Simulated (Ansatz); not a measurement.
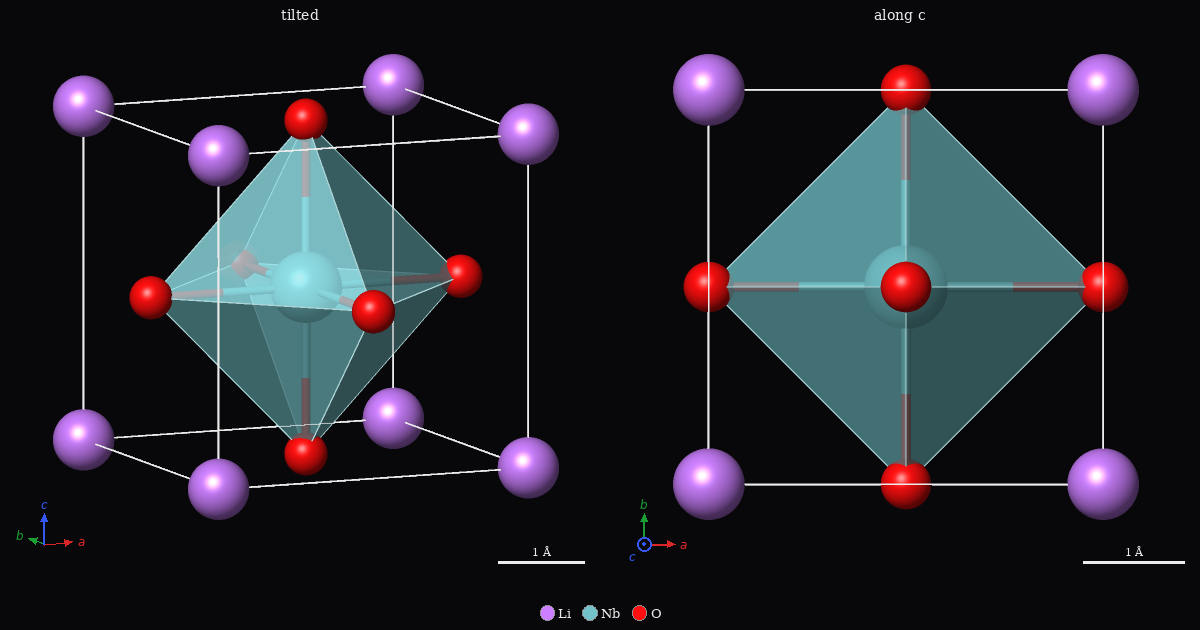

Polyhedral drawing of the structure, looking slightly off an axis and along the c axis. One conventional unit cell is framed, with atoms on its boundary repeated.

LiNbO3, cubic perovskite with the larger cation on the octahedral site (an inverted filling), space group Pm-3m (No. 221), a = 3.933 Å, b = 3.933 Å, c = 3.933 Å, α = 90.00°, β = 90.00°, γ = 90.00°. Its origin is a structure type filled with these elements by a generator (whether the compound takes this form wasn't checked). Earlier steps of the study may have refined or changed the cell and positions. An electronic-structure calculation with Ansatz was run on it.

This one geometry was computed with Ansatz (DFT, plane waves, PAW) at three levels of theory: r2SCAN, PBE and HSE06. It was relaxed beforehand with r2SCAN.

> Which level gives the highest pressure at this volume, and what does that say about its equilibrium volume?

Highest: PBE (3.3 GPa), which points to the largest equilibrium volume. Lowest, with the smallest volume: HSE06 (-2.9 GPa). Levels within 0.5 GPa of each other can't be told apart.

> How does the band gap change with the level of theory?

PBE: a gap of 1.74 eV, indirect; r2SCAN: a gap of 2.13 eV, indirect; HSE06: a gap of 3.00 eV, indirect.

> Collect the results in a table.

| level | cutoff (eV) | k-mesh of the run's cell | gap (eV) | pressure (GPa) |
| --- | --- | --- | --- | --- |
| r2SCAN | 500 | 6×6×6 | 2.13 | 0.0 |
| PBE | 420 | 6×6×6 | 1.74 | 3.3 |
| HSE06 | 420 | 4×4×4 | 3.00 | -2.9 |

Gaps are taken on the k-mesh or band path of each run.
